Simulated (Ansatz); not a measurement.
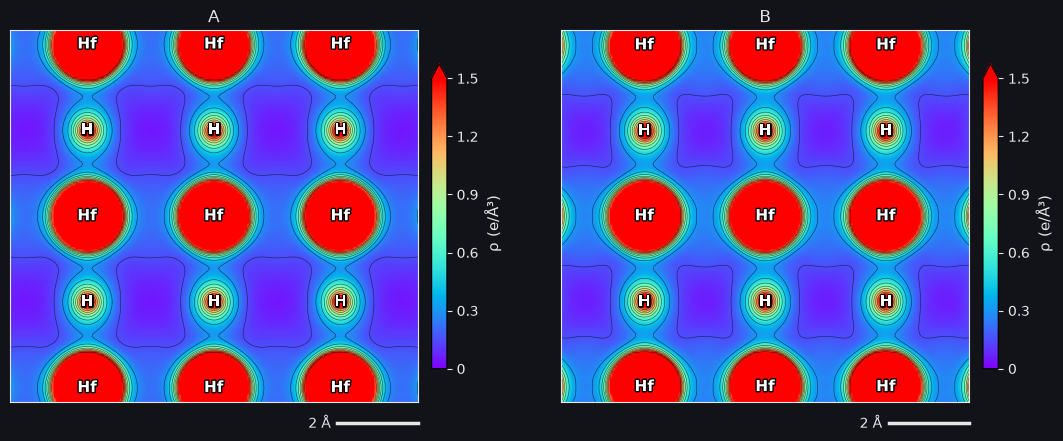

HfH3. The valence pseudo-density of two cells that differ in size and shape, on the (110) plane of each (indices in the axes of the calculation cell), at one length scale and on one colour scale: A has 7.6 Å³ an atom and B 6.7.

Level of theory: Ansatz, DFT PBEsol, scalar-relativistic, plane waves, PAW.

The larger cell:

```
Hf H
1.0
     3.13206    0.12338    0.12338
     0.12338    3.13206    0.12338
     0.12338    0.12338    3.13206
Hf H
1 3
Direct
  0.00000 0.00000 0.00000
  0.00000 0.50000 0.50000
  0.50000 0.00000 0.50000
  0.50000 0.50000 0.00000
```

The smaller cell: a = 2.994 Å, b = 2.994 Å, c = 2.994 Å, α = 90.00°, β = 90.00°, γ = 90.00°.

### What does the compression do to the bonding and the properties?

From the larger cell to the smaller, Hf–Hf goes from 3.14 to 2.99 Å, and the density at its midpoint from 0.22 to 0.26 e/Å³; Hf–H goes from 2.13 to 2.12 Å, and the density at its midpoint from 0.5 to 0.53 e/Å³; the pressure goes from −8 to 10 GPa.
